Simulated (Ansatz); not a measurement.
System: Li₂S, space group Fm-3m (No. 225).

Input of the run:
```
crystal:
  lattice:
    - [0.0, 2.5174184226, 2.5174184226]
    - [2.5174184226, 0.0, 2.5174184226]
    - [2.5174184226, 2.5174184226, 0.0]
  atoms:
    - { symbol: Li, position: [0.25, 0.25, 0.25] }
    - { symbol: Li, position: [0.75, 0.75, 0.75] }
    - { symbol: S, position: [0.0, 0.0, 0.0] }
basis:
  ecutwfc: 420
kpoints:
  mp_grid: { grid: [8, 8, 8] }
hamiltonian:
  xc: lda
scf:
  occupations: { method: fixed }
output:
  eigenvalues: true
phonons:
  method: dfpt
  dielectric: true
  rigid_motions: translations
  eigenvectors: true
```

Command:
```bash
ansatz run input.yaml --threads 1 --pin off --max-ram 1228MiB --backend cpu --events-out ev --progress --plain --runs-dir out
```

Method: Born effective charges by linear response at the zone centre, in units of the proton charge, Cartesian axes of the given cell; plane waves with PAW datasets (Ansatz 0.2.0). Level: LDA, no spin polarisation.

wave cutoff 420 eV; k mesh 8×8×8; occupations fixed; pressure 25 GPa.

Describe the result: the mean Born effective charge of each atom. The cases: Li 1; Li 2; S.

The largest in size is that of S, −1.55 e, and the charges add up to 0.00 e. The charges are isotropic.

```json
{"atom": "Li 1", "mean Born effective charge (e)": "0.778"}
{"atom": "Li 2", "mean Born effective charge (e)": "0.778"}
{"atom": "S", "mean Born effective charge (e)": "-1.555"}
```

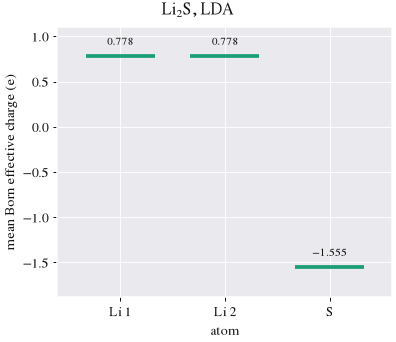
